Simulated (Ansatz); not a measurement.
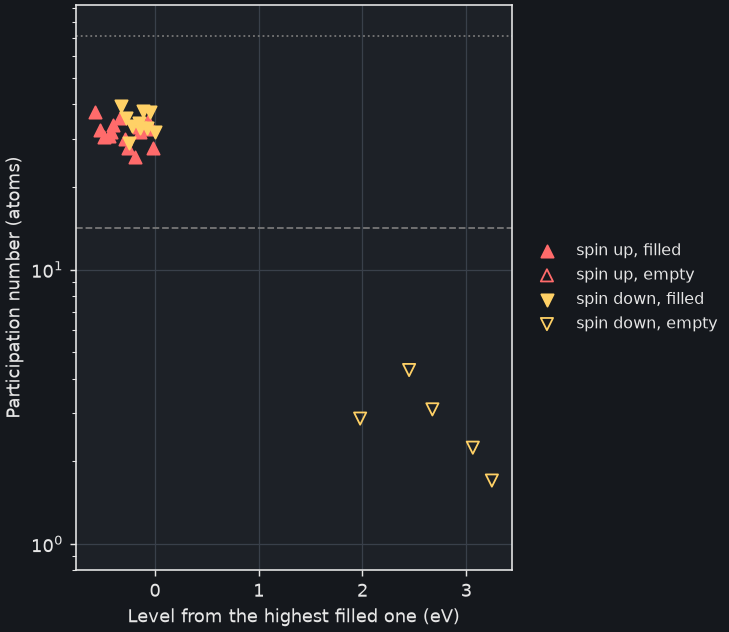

Levels near the gap of a 71-atom cell against the number of atoms over which each spreads (dotted: all atoms; dashed: a fifth of them). Host SiO₂ with a vacancy of Si.

System: Si23O48 (defect cell), 71 atoms in the cell, cell charge +1 e; a = 9.90 Å, b = 9.90 Å, c = 10.89 Å, α = 90.00°, β = 90.00°, γ = 120.00°.

Level of theory: DFT, HSE06, PAW, plane waves, one k point, (0.25, 0.25, 0.25), 420 eV cutoff, Fermi-Dirac smearing of 0.01 eV; code Ansatz.

**Which of these levels are localised (under the dashed line)?**

5 of the 30 levels shown spread over less than a fifth of the cell: 1.98 eV (spin down, empty, over about 3 atoms, mostly O), 2.45 eV (spin down, empty, over about 4 atoms, mostly O), 2.67 eV (spin down, empty, over about 3 atoms, mostly O), 3.06 eV (spin down, empty, over about 2 atoms, mostly O) and 3.25 eV (spin down, empty, over about 2 atoms, mostly O).

**What is the spin state?**

The cell's moment is 5.0 μB.

**How far apart are the highest filled and the lowest empty level?**

The lowest empty level lies 1.98 eV above the highest filled one.

One k point in a finite cell, so levels carry errors of tenths of an eV.
